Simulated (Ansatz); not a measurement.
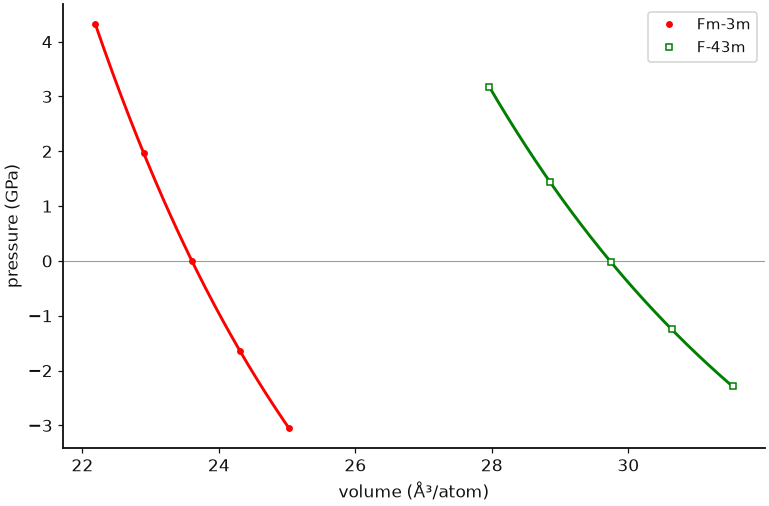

Method: third-order Birch-Murnaghan fit to density functional energies at scaled volumes of the given relaxed cell, shape and atoms relaxed at each volume; energies count from the fitted minimum; plane waves with PAW datasets, Γ-centred k mesh (Ansatz 0.2.0). Level: PBE, no spin polarisation.

| setting | value |
| --- | --- |
| wave cutoff | 420 eV |
| occupations | Gaussian |

**Figure.** Pressure against volume, with one curve for each structure, for CdSe.

Settings that differ: Fm-3m: k mesh 12×12×12, smearing width 0.1 eV; F-43m: k mesh 10×10×10, smearing width 0.02 eV.

The fitted equilibrium volumes, smallest first, are Fm-3m 23.60, F-43m 29.73 Å³/atom. The fitted bulk moduli, smallest first, are F-43m 44.8, Fm-3m 60.1 GPa. For Fm-3m, the pressure falls from 4.32 GPa at volume 22.189 Å³/atom to −3.04 GPa at 25.021 Å³/atom, and changes sign near 23.61 Å³/atom. For F-43m, the pressure falls from 3.18 GPa at volume 27.961 Å³/atom to −2.29 GPa at 31.530 Å³/atom, and changes sign near 29.73 Å³/atom.

Note: a crossing between the sampled k points may be missed (F-43m).
